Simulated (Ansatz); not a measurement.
Input

```
crystal:
  lattice:
    - [3.3179375931, 0.0, 0.0]
    - [-1.6589687966, 2.8734182438, 0.0]
    - [0.0, 0.0, 16.65814242]
  atoms:
    - { symbol: W, position: [0.0, 0.0, 0.0] }
    - { symbol: Se, position: [0.3333333333, 0.6666666667, 0.09978652] }
    - { symbol: Se, position: [0.3333333333, 0.6666666667, 0.90021348] }
basis:
  ecutwfc: 500
kpoints:
  mp_grid: { grid: [12, 12, 2] }
hamiltonian:
  xc: r2scan
scf:
  occupations: { method: gaussian, width: 0.05 }
output:
  forces: true
  stress: true
  eigenvalues: true
  write_density: true
  write_potential: true
  elf: true
  volumetric_format: npy
```

Run with:

```sh
ansatz run input.yaml --threads 1 --pin off --max-ram 2560MiB --backend cpu --events-out ev --progress --plain --runs-dir out
```

Below, planes, directions and counts refer to the conventional cell (a = 3.32 Å, b = 3.32 Å, c = 16.66 Å, α = 90.00°, β = 90.00°, γ = 120.00°).

Space group P-6m2; a structure from a database of computed crystals, not necessarily the ambient phase.

The calculation used Ansatz 0.2.0, DFT r2SCAN, scalar-relativistic, plane waves, PAW.

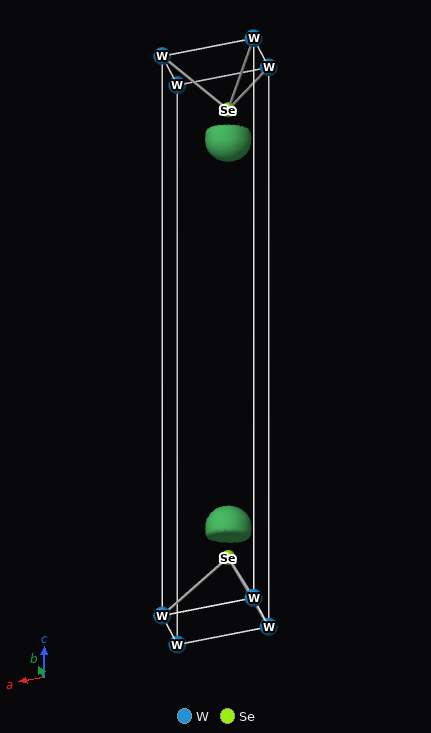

WSe2. Isosurface of the electron localisation function at 0.85 (green), seen at an oblique angle. Core shells and regions of very low density are left out. Sticks mark near contacts.

Core electrons are frozen (PAW), and the valence fields are smoothed inside the atomic spheres.

Q: Describe the localisation domains.

A: The surface consists of two lobes on Se, pointing away from the bonds (lone pairs), counted in one cell of 3 atoms. Regions shared between cells count once. Profiles from the grid: W–Se (2.54 Å): the ELF is about 0.55 at the midpoint.

Q: Metal or insulator at this level of theory?

A: It is gapped, with a Kohn–Sham gap of 1.6 eV on the k-point mesh, an upper bound to the gap of this method.
